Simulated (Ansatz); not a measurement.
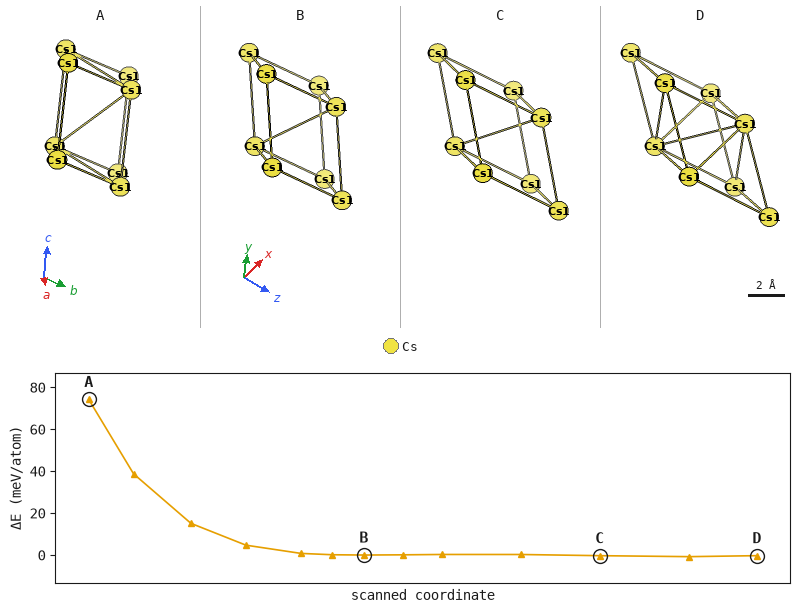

A scan of a crystal of Cs (Im-3m) along one coordinate. x, y and z are the Cartesian axes of the input. A ball-and-stick model of the cell of the calculation, seen slightly off an axis.

Theory: DFT PBE, scalar-relativistic, plane waves, PAW (Ansatz). Settings: plane-wave cutoff 420 eV; k-point mesh 12 × 12 × 12; occupations gaussian; smearing width 0.15 eV; no spin polarisation. Energies (free energies at the smearing named) are counted from the cell as listed in its source, which wasn't relaxed.

What is being scanned?

The ratio of the cell's length along z to its lengths across, counted as 1 for the reference, is changed at fixed volume (a tetragonal or Bain path), with the atoms kept at their fractional coordinates. In the frames the relative ratio is 0.65 (A), 1.00 (B), 1.30 (C), 1.50 (D). The lowest computed point lies at the relative ratio 1.414 (−0.8 meV/atom). At the ends of the scan the energy is 74.2 meV/atom (0.65) and −0.3 meV/atom (1.50). The distortion takes the space group from Im-3m to I4/mmm. At the relative ratio 1.50 the cell of the drawing goes a 5.235 → 5.443 Å, b 5.235 → 5.443 Å, c 5.235 → 5.443 Å, α 109.5° → 122.0°, β 109.5° → 122.0°, γ 109.5° → 86.6°.
